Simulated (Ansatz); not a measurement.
Input file:

```
crystal:
  lattice:
    - [2.10290706, -4.3297492603, 0.0]
    - [2.10290706, 4.3297492603, 0.0]
    - [0.0, 0.0, 8.4852222573]
  atoms:
    - { symbol: Rb, position: [0.8359965595, 0.1640034405, 0.75] }
    - { symbol: Rb, position: [0.1640034405, 0.8359965595, 0.25] }
basis:
  ecutwfc: 420
kpoints:
  mp_grid: { grid: [10, 10, 6] }
hamiltonian:
  xc: pbe
  dispersion: d3bj
scf:
  occupations: { method: gaussian, width: 0.15 }
output:
  forces: true
  stress: true
  eigenvalues: true
  write_density: true
  write_potential: true
  elf: true
  volumetric_format: npy
```

Run with:

```sh
ansatz run input.yaml --threads 1 --pin off --max-ram 2048MiB --backend cpu --events-out ev --progress --plain --runs-dir out
```

Below, planes, directions and counts refer to the conventional cell (a = 4.21 Å, b = 8.66 Å, c = 8.49 Å, α = 90.00°, β = 90.00°, γ = 90.00°).

Space group Cmcm; a structure from a database of computed crystals, not necessarily the ambient phase; changed on purpose from its base cell (normal strain along x -0.1500, normal strain along z +0.0550).

Computed with DFT PBE+D3(BJ), scalar-relativistic, plane waves, PAW in Ansatz.

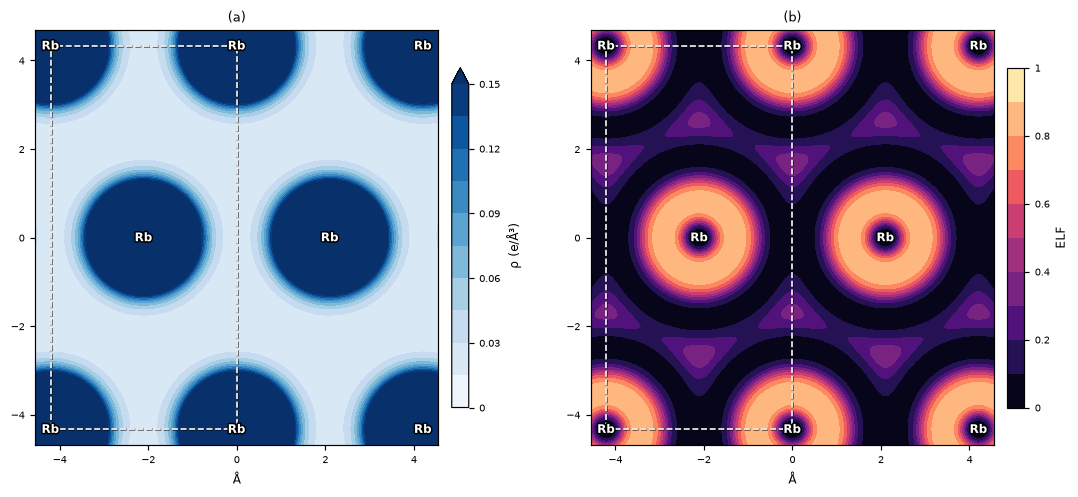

Rb. (a) valence pseudo-density; (b) electron localisation function on the (001) plane of the conventional cell.

Core electrons are frozen (PAW), and the valence fields are smoothed inside the atomic spheres.

Q: What do the fields say about this system?

A: The section cuts through Rb sites.
Rb–Rb (4.21 Å): ρ at the midpoint is about 0.02 e/Å³; the ELF is about 0.05 at the midpoint (no localised pair shows between them).
Between the atoms the lowest density in this plane is 0.02 e/Å³.
The features right at Rb lie inside the PAW spheres, where the map follows smoothed inner orbitals and isn't to be read closely.
